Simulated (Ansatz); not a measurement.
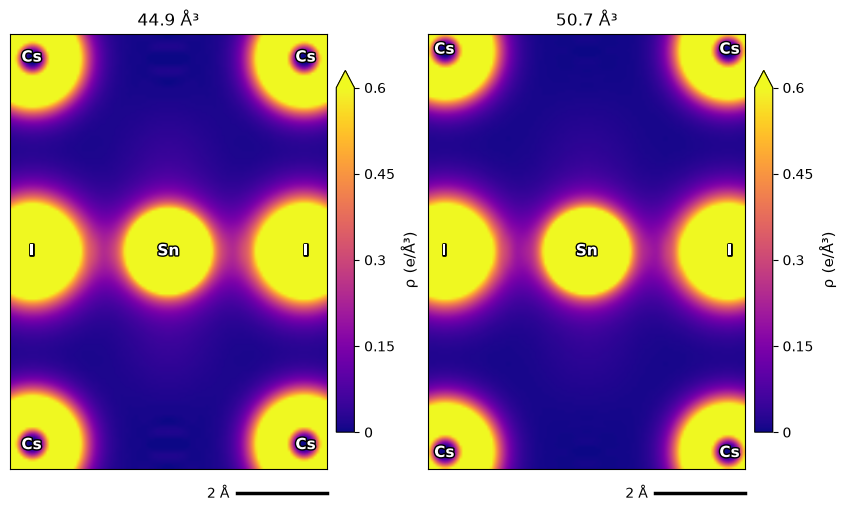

CsSnI₃. The valence electron density of cells scaled evenly to different volumes (given per atom above each panel), on the (101̄) plane of each (indices in the axes of the cell below), at one length scale and on one colour scale.

Method: Kohn-Sham DFT of a periodic cell, PBEsol with D4, Ansatz PAW in Ansatz.

In a PAW calculation such maps are meaningful between the atoms, not at the nuclei.

The largest cell:

```xyz
5
Lattice="6.3274 0.0000 0.0000 0.0000 6.3274 0.0000 0.0000 0.0000 6.3274" Properties=species:S:1:pos:R:3 pbc="T T T"
Cs    0.0000    0.0000    0.0000
I     3.1637    3.1637    0.0000
I     3.1637    0.0000    3.1637
I     0.0000    3.1637    3.1637
Sn    3.1637    3.1637    3.1637
```

| volume (Å³/atom) | Sn–I contact in the plane (Å) | ρ at its midpoint (e/Å³) | pressure (GPa) | gap on the mesh (eV) | 
| --- | --- | --- | --- | --- |
| 44.93 | 3.040 | 0.256 | −0.2 | 1.67 | 
| 45.89 | 3.061 | ? | ? | ? | 
| 50.67 | 3.164 | 0.204 | −1.9 | 1.78 | 

### Estimate the missing row, and compare with the calculation.

Over the known rows ln ρ falls by 1.83 per Å of Sn–I distance (the line through the two), which gives 0.246 e/Å³ at 3.061 Å; the calculation gives 0.248 e/Å³. For the pressure, a straight line in volume between the neighbouring rows gives −0.5 GPa; the calculation gives −0.5. For the gap on the mesh, a straight line in volume between the neighbouring rows gives 1.69 eV; the calculation gives 1.69.
